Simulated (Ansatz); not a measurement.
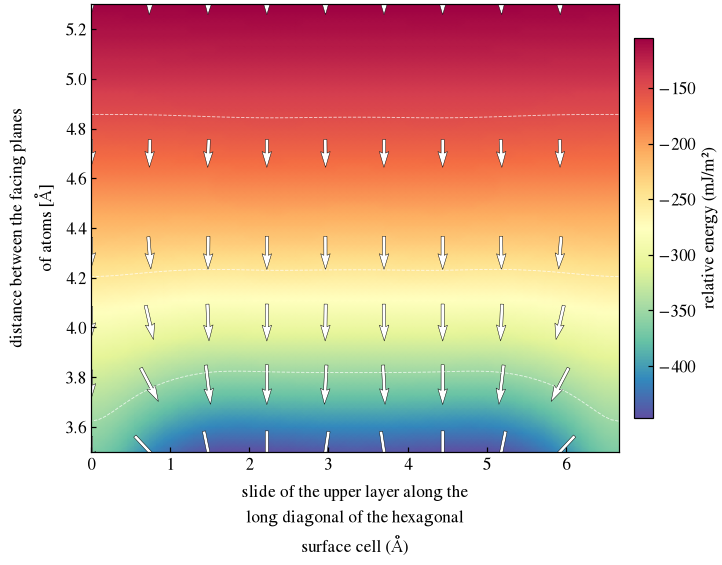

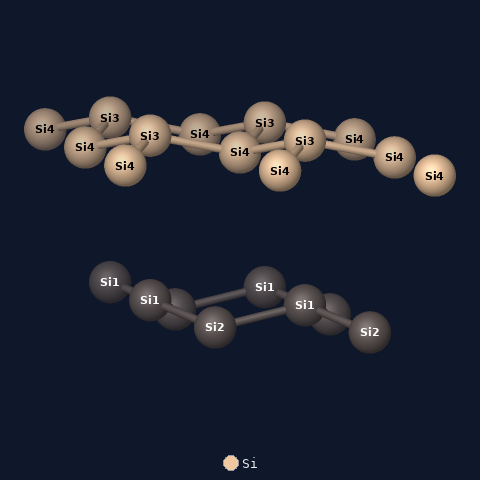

Energy landscape of a bilayer of two Si sheets of the honeycomb type, the upper one turned by 180 degrees about the normal (4 atoms in the cell). 
- The upper layer of a bilayer is slid along a line and lifted, both layers rigid.
- Coordinates scanned: (1) slide of the upper layer along the long diagonal of the hexagonal surface cell, from Si4 above Si1; (2) distance between the facing planes of atoms.
- The scan uses a 9 × 6 grid; 30 points were computed and 24 follow by symmetry.
- Points are written as (first, second).
- All energies are given in mJ/m² relative to the two layers apart.
- Method: DFT PBE+D3(BJ), scalar-relativistic, plane waves, PAW (Ansatz). Settings: cutoff 420 eV, k-mesh 9×9×1, gaussian smearing 0.1 eV, no spin polarisation.

Drawn: a smooth colour map with a few white contour lines, arrows along the force (downhill), their lengths compressed. Between grid points the surface is interpolated. The second picture is the reference structure; the lower layer is drawn fainter.

Question: What does the map say about the system?

Answer: The lowest grid point is at (2.22 Å, 3.50 Å), −446 mJ/m² from the two layers apart. It lies at the edge of the scanned range, so the true minimum may lie outside. The highest grid point, (2.22 Å, 5.30 Å), lies 341 mJ/m² above the lowest.

The input of one point:

```yaml
crystal:
  lattice:
    - [3.8475254748, 0.0, 0.0]
    - [-1.9237627374, 3.3320548028, 0.0]
    - [0.0, 0.0, 18.4415958287]
  atoms:
    - { symbol: Si, position: [0.3333333333, 0.6666666667, 0.2695427207] }
    - { symbol: Si, position: [0.6666666667, 0.3333333333, 0.2440135898] }
    - { symbol: Si, position: [1.3333333333, -0.3333333333, 0.4848601993] }
    - { symbol: Si, position: [1.0, 0.0, 0.4593310684] }
basis:
  ecutwfc: 420
kpoints:
  mp_grid: { grid: [9, 9, 1] }
hamiltonian:
  xc: pbe
  pseudopotentials: { kind: paw, azcp: { folder: soft_1 } }
  dispersion: d3bj
scf:
  occupations: { method: gaussian, width: 0.1 }
output:
  forces: true
  eigenvalues: true
efield:
  axis: 3
  dipole_correction: true
  ramp_width: 0.04
```

The whole map (30 points run) took 5.6 min on 1 thread of Arm Neoverse N1, on a shared host.
